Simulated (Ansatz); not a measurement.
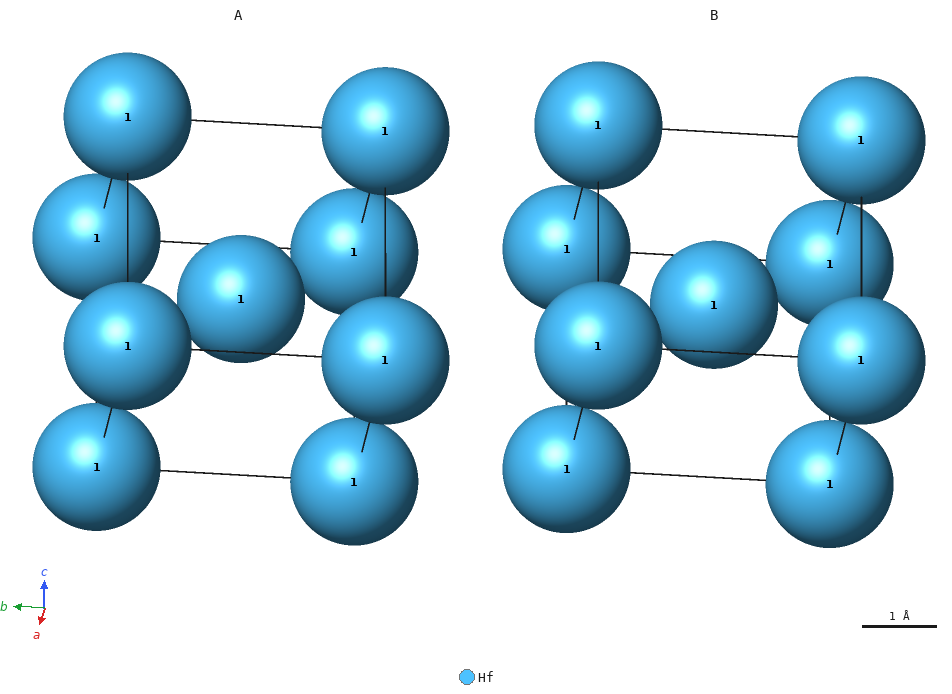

Two geometries of solid Hf (a generated structure, set up in Im-3m): one is the relaxed structure, the other was perturbed away from it. Style: spheres-only. Shown: the conventional cell (2 times the calculation's cell), from a free direction. Lengths and directions refer to the drawn axes.

Computed with DFT, PBE, PAW with Ansatz's default frozen-core files, scalar-relativistic in Ansatz. (plane-wave cutoff 420 eV; k-point mesh 16 × 16 × 16; occupations fermi dirac; smearing width 0.08 eV; no spin polarisation)

Which one is perturbed?

Answer. Structure B is the perturbed one. The cell is strained by −4.0 % along c and +2.1 % across it (volume 0.0 %), the atoms keeping their fractional coordinates. No relaxation follows. It lowers the energy by 8.1 meV per atom. Pressure: 0.0 GPa before, 0.2 GPa after. The principal stresses (compression positive) are −1.9 GPa along c and 1.2 GPa across it. All forces vanish by symmetry. Near-neighbour distances before and after: Hf–Hf 3.547 → 3.405 Å. The space group (tolerance 0.01 Å) goes from Im-3m (No. 229) to I4/mmm (No. 139).
